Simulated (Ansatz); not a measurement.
## Electronic structure of B₃N₂ in real space

```
B N
1.0
     3.33616    0.00000    0.00000
    -1.66808    2.88920    0.00000
     0.00000    0.00000    9.20188
B N
3 2
Direct
  0.50000 0.00000 0.00000
  0.00000 0.50000 0.00000
  0.50000 0.50000 0.00000
  0.00000 0.00000 0.44012
  0.00000 0.00000 0.55988
```

Space group P6/mmm; a structure generated by program, which may or may not match a known phase; computed without spin polarisation.

Method: DFT PBE, scalar-relativistic, plane waves, PAW (Ansatz).

In a PAW calculation such maps are meaningful between the atoms, not at the nuclei.

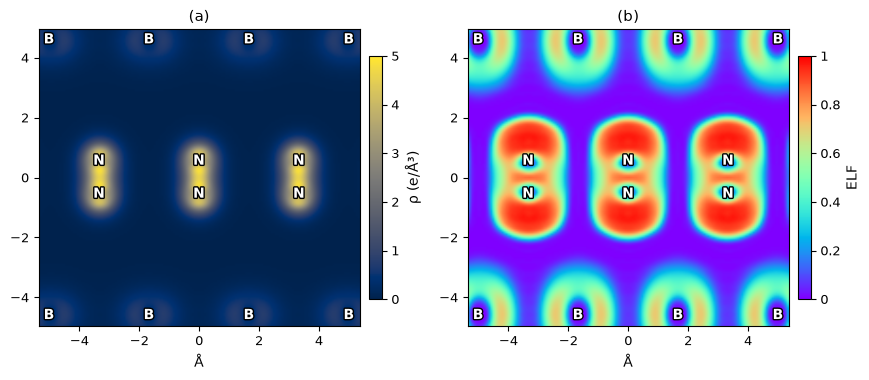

Figure 1. (a) valence pseudo-density; (b) electron localisation function on the (010) plane of the conventional cell.

Read the bonding off the picture.

Answer. Atoms in the plane: B and N. N–N (1.10 Å): ρ at the midpoint is about 4.6 e/Å³; the ELF peaks at about 0.85 between the atoms. The density dies away to nearly zero in the voids. The ELF also peaks beside N, away from the bonds: lone-pair regions.

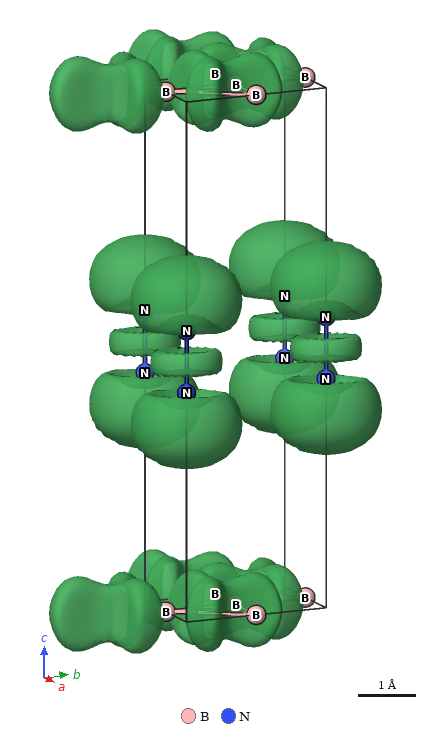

Figure 2. Isosurface of the ELF at 0.75 (green), seen slightly off an axis. Only the valence region is drawn (cores and ρ < 0.01 e/Å³ removed). Sticks mark near contacts.

Describe the localisation domains.

Answer. At this value the surface marks out two regions between bonded B–B atoms, one region between bonded N–N atoms and two lobes on N, pointing away from the bonds (lone pairs), counted in one cell of 5 atoms. Regions shared between cells count once.


 B–B (1.67 Å): the ELF peaks at about 0.85 between the atoms.

Does the calculation make it a metal, or give it a gap?

Answer. It is metallic or semimetallic at this level of theory: no gap opens.
